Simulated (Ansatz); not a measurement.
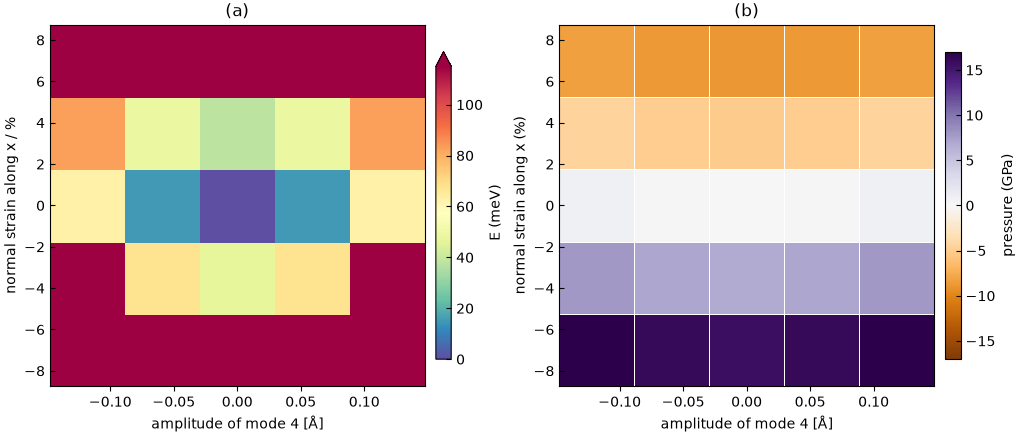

HfB (Fm-3m, No. 225; 2 atoms in the cell). The energy is mapped over a normal mode and a strain (zone-centre modes of the 2-atom cell of this scan) (x, y and z along the cube axes). First axis: amplitude of mode 4 (453 cm⁻¹), largest displacement in the unstrained cell. Second axis: normal strain along x. Nothing is relaxed (the pattern is fixed in fractional coordinates). The grid has 5 × 5 points; 15 points were computed and 10 follow by symmetry. Points are written as (first, second). All energies are given in meV per cell relative to the lowest grid point. These are results of Ansatz, DFT PBE, scalar-relativistic, plane waves, PAW, not measurements. Settings: cutoff 520 eV, k-mesh 16×16×16, gaussian smearing 0.15 eV, no spin polarisation.

Panel (a) is the energy; panel (b) is the computed pressure, in GPa.

In the figure: one coloured cell a grid point, one colour for all values above the top of the scale.

Q: How does the pressure vary over the map, and what is it at the lowest grid point?

A: It runs from −8.8 GPa at (0.000 Å, 7.0 %) to 17.0 GPa at (−0.118 Å, −7.0 %). At the lowest grid point, (0.000 Å, 0.0 %), it is 0.0 GPa.

| second ↓, first → | −0.118 | −0.059 | 0.000 | 0.059 | 0.118 |
| --- | --- | --- | --- | --- | --- |
| 7.0 | −8.3 | −8.7 | −8.8 | −8.7 | −8.3 |
| 3.5 | −4.4 | −4.9 | −5.1 | −4.9 | −4.4 |
| 0.0 | 0.9 | 0.2 | 0.0 | 0.2 | 0.9 |
| −3.5 | 7.9 | 7.1 | 6.9 | 7.1 | 7.9 |
| −7.0 | 17.0 | 16.1 | 15.8 | 16.1 | 17.0 |
